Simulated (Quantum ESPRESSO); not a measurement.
# Single-point calculation, with input and output: Ge

- system: Ge (2 atoms in the cell)
- method: Kohn-Sham DFT of a periodic cell, PBEsol, PseudoDojo 0.4.1 SR PBEsol standard, no spin polarisation (Quantum ESPRESSO 7.5)

The structure derives from a Materials Project entry. The volume is scaled by 0.96.

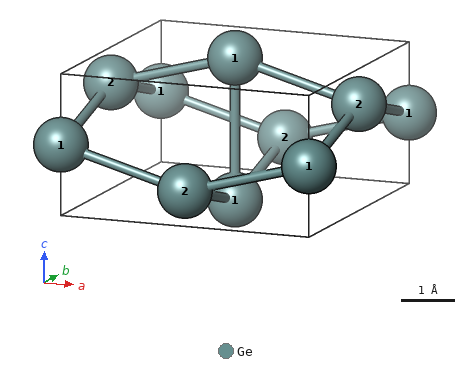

*The structure as given in the input (ball-and-stick view of the cell 2 times as large as that of the calculation, set on its symmetry axes, seen slightly off an axis; atoms are numbered from 1 in the order of the input).*

**Input file**
```
&CONTROL
  calculation = 'scf'
  prefix = 'pwscf'
  outdir = './tmp'
  pseudo_dir = './pseudo'
  tprnfor = .true.
  tstress = .true.
  disk_io = 'nowf'
/
&SYSTEM
  ibrav = 0
  nat = 2
  ntyp = 1
  ecutwfc = 78
  nbnd = 21
  occupations = 'smearing'
  smearing = 'fd'
  degauss = 0.00367493
/
&ELECTRONS
  conv_thr = 4d-10
  electron_maxstep = 120
  mixing_beta = 0.5
/
ATOMIC_SPECIES
Ge    72.6300 Ge.upf
CELL_PARAMETERS angstrom
  -2.5396950521    2.5396950521    1.3785263734
   2.5396950521   -2.5396950521    1.3785263734
   2.5396950521    2.5396950521   -1.3785263734
ATOMIC_POSITIONS crystal
Ge     0.5000000000    0.5000000000    0.0000000000
Ge     0.2500000000    0.7500000000    0.5000000000
K_POINTS automatic
11 11 11 0 0 0
```

Command:
```bash
OMP_NUM_THREADS=1 pw.x -in pw.in > pw.out
```

**What the program printed**
```
This program is part of the open-source Quantum ESPRESSO suite
     for quantum simulation of materials; please cite
         "P. Giannozzi et al., J. Phys.:Condens. Matter 21 395502 (2009);
         "P. Giannozzi et al., J. Phys.:Condens. Matter 29 465901 (2017);
         "P. Giannozzi et al., J. Chem. Phys. 152 154105 (2020);
          URL
     in publications or presentations arising from this work. More details at

     Message from routine setup:
     using ibrav=0 with symmetry is DISCOURAGED, use correct ibrav instead

     G-vector sticks info
     --------------------
     sticks:   dense  smooth     PW     G-vecs:    dense   smooth      PW
     Sum         877     877    285                22303    22303    3997

     Using Slab Decomposition

     bravais-lattice index     =            0
     lattice parameter (alat)  =       7.2700  a.u.
     unit-cell volume          =     240.0130 (a.u.)^3
     number of atoms/cell      =            2
     number of atomic types    =            1
     number of electrons       =        28.00
     number of Kohn-Sham states=           21
     kinetic-energy cutoff     =      78.0000  Ry
     charge density cutoff     =     312.0000  Ry
     scf convergence threshold =      4.0E-10
     mixing beta               =       0.5000
     number of iterations used =            8  plain     mixing
     Exchange-correlation= PBESOL
                           (   1   4  10   8   0   0   0)

     celldm(1)=   7.270029  celldm(2)=   0.000000  celldm(3)=   0.000000
     celldm(4)=   0.000000  celldm(5)=   0.000000  celldm(6)=   0.000000

     crystal axes: (cart. coord. in units of alat)
               a(1) = (  -0.660153   0.660153   0.358326 )
               a(2) = (   0.660153  -0.660153   0.358326 )
               a(3) = (   0.660153   0.660153  -0.358326 )

     reciprocal axes: (cart. coord. in units 2 pi/alat)
               b(1) = ( -0.000000  0.757401  1.395379 )
               b(2) = (  0.757401 -0.000000  1.395379 )
               b(3) = (  0.757401  0.757401  0.000000 )

     PseudoPot. # 1 for Ge read from file:
     Ge.upf
     Pseudo is Norm-conserving + core correction, Zval = 14.0
     Generated using ONCVPSP code by D. R. Hamann
     Using radial grid of 1560 points,  6 beta functions with:
                l(1) =   0
                l(2) =   0
                l(3) =   1
                l(4) =   1
                l(5) =   2
                l(6) =   2

     atomic species   valence    mass     pseudopotential
     Ge               14.00    72.63000     Ge( 1.00)

     16 Sym. Ops., with inversion, found ( 8 have fractional translation)

   Cartesian axes

     site n.     atom                  positions (alat units)
         1        Ge     tau(   1) = (   0.0000000   0.0000000   0.3583256  )
         2        Ge     tau(   2) = (   0.6601526   0.0000000   0.1791628  )

     number of k points=   126  Fermi-Dirac smearing, width (Ry)=  0.0037

     Number of k-points >= 100: set verbosity='high' to print them.

     Dense  grid:    22303 G-vectors     FFT dimensions: (  48,  48,  48)

     Initial potential from superposition of free atoms

     starting charge      27.9985, renormalised to      28.0000
     Starting wfcs are   18 randomized atomic wfcs +    3 random wfcs

     Self-consistent Calculation

     iteration #  1     ecut=    78.00 Ry     beta= 0.50
     Davidson diagonalization with overlap
     ethr =  1.00E-02,  avg # of iterations =  3.6

     Threshold (ethr) on eigenvalues was too large:
     Diagonalizing with lowered threshold

     Davidson diagonalization with overlap
     ethr =  3.04E-05,  avg # of iterations =  5.6

     total energy              =    -356.78185134 Ry
     estimated scf accuracy    <       0.00878034 Ry

     iteration #  2     ecut=    78.00 Ry     beta= 0.50
     Davidson diagonalization with overlap
     ethr =  3.14E-05,  avg # of iterations =  1.0

     total energy              =    -356.78220189 Ry
     estimated scf accuracy    <       0.00138199 Ry

     iteration #  3     ecut=    78.00 Ry     beta= 0.50
     Davidson diagonalization with overlap
     ethr =  4.94E-06,  avg # of iterations =  2.0

     total energy              =    -356.78231379 Ry
     estimated scf accuracy    <       0.00010121 Ry

     iteration #  4     ecut=    78.00 Ry     beta= 0.50
     Davidson diagonalization with overlap
     ethr =  3.61E-07,  avg # of iterations =  2.2

     total energy              =    -356.78232277 Ry
     estimated scf accuracy    <       0.00000512 Ry

     iteration #  5     ecut=    78.00 Ry     beta= 0.50
     Davidson diagonalization with overlap
     ethr =  1.83E-08,  avg # of iterations =  2.0

     total energy              =    -356.78232363 Ry
     estimated scf accuracy    <       0.00000006 Ry

     iteration #  6     ecut=    78.00 Ry     beta= 0.50
     Davidson diagonalization with overlap
     ethr =  2.05E-10,  avg # of iterations =  3.0

     total energy              =    -356.78232365 Ry
     estimated scf accuracy    <       0.00000005 Ry

     iteration #  7     ecut=    78.00 Ry     beta= 0.50
     Davidson diagonalization with overlap
     ethr =  1.62E-10,  avg # of iterations =  2.0

     total energy              =    -356.78232367 Ry
     estimated scf accuracy    <          9.6E-09 Ry

     iteration #  8     ecut=    78.00 Ry     beta= 0.50
     Davidson diagonalization with overlap
     ethr =  3.42E-11,  avg # of iterations =  2.0

     End of self-consistent calculation

     Number of k-points >= 100: set verbosity='high' to print the bands.

     the Fermi energy is    12.9651 ev

!    total energy              =    -356.78232367 Ry
     estimated scf accuracy    <          1.8E-10 Ry
     smearing contrib. (-TS)   =      -0.00058153 Ry
     internal energy E=F+TS    =    -356.78174213 Ry

     The total energy is F=E-TS. E is the sum of the following terms:
     one-electron contribution =    -131.54284680 Ry
     hartree contribution      =      88.34880848 Ry
     xc contribution           =     -86.43482488 Ry
     ewald contribution        =    -227.15287894 Ry

     convergence has been achieved in   8 iterations

     Forces acting on atoms (cartesian axes, Ry/au):

     atom    1 type  1   force =    -0.00000000    0.00000000    0.00000000
     atom    2 type  1   force =     0.00000000    0.00000000   -0.00000000

     Total force =     0.000000     Total SCF correction =     0.000000

     Computing stress (Cartesian axis) and pressure

          total   stress  (Ry/bohr**3)                   (kbar)     P=       27.87
   0.00019305   0.00000000  -0.00000000           28.40        0.00       -0.00
  -0.00000000   0.00019305  -0.00000000           -0.00       28.40       -0.00
   0.00000000  -0.00000000   0.00018233            0.00       -0.00       26.82

=------------------------------------------------------------------------------=
   JOB DONE.
=------------------------------------------------------------------------------=
```

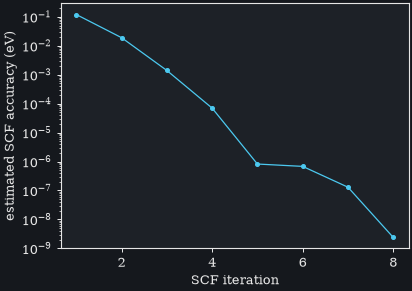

*Convergence of the self-consistent field: estimated SCF accuracy against the iteration.*

The field takes 8 iterations in all.

**Key numbers**

```tsv
quantity	value
outcome	converged
space group (tolerance 0.01 Å)	I4₁/amd (141)
electrons treated	28
free energy	−4854.2708 eV
Fermi energy	12.965 eV
gap on the k-point mesh	none (metallic)
pressure	2.79 GPa
largest force (length of the vector)	under 0.001 eV/Å
hardware	1 thread of AMD EPYC (Zen 3), 24 GiB of memory available, shared host
wall time	1.7 min
peak memory	0.17 GiB
```
